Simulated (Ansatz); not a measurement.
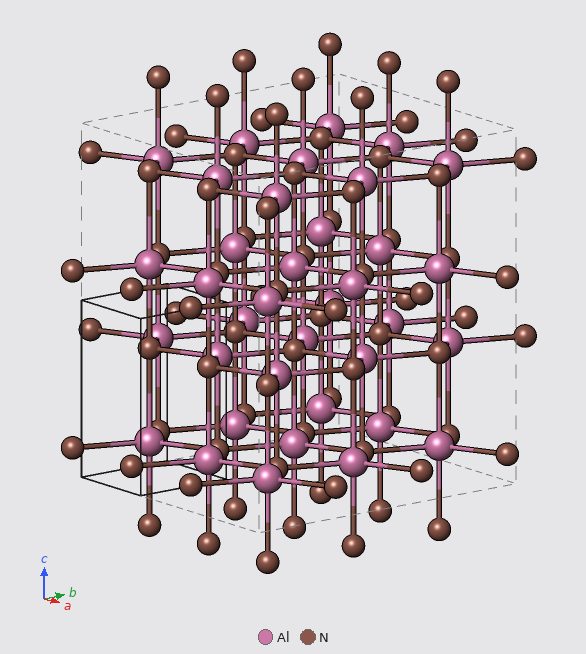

An orthographic ball-and-stick view of the structure, slightly off an axis. Shown are 3×3×2 repeats of the conventional unit cell, one of them outlined in solid lines. Some neighbours outside the box are added.

AlN, space group P-3m1 (No. 164), a = 3.38 Å, b = 3.38 Å, c = 4.15 Å, α = 90.00°, β = 90.00°, γ = 120.00°.

Calculation details: DFT PBE, scalar-relativistic, plane waves, PAW (Ansatz); a 420 eV plane-wave basis, a 9×9×6 mesh of k-points, Gaussian smearing of 0.02 eV, no spin polarisation.

**Does it come out as a metal, or with a gap?**

An insulator at this level, with a gap of 3.24 eV on the k-mesh (the true edges may lie between mesh points, so the gap can be somewhat smaller).

**Give the pressure and its sign.**

The computed pressure is -4.9 GPa (stretched: it would shrink). The stress isn't hydrostatic: its largest component is 8.1 GPa.

Its origin is a structure listed in the Materials Project. The cell was then strained or its atoms displaced on purpose. It went into a calculation with Ansatz.

At this level of theory the cell isn't at rest (stretched, at -5 GPa and forces up to 1.7 eV/Å), so its distances can differ from those at equilibrium, the more so the softer the solid.
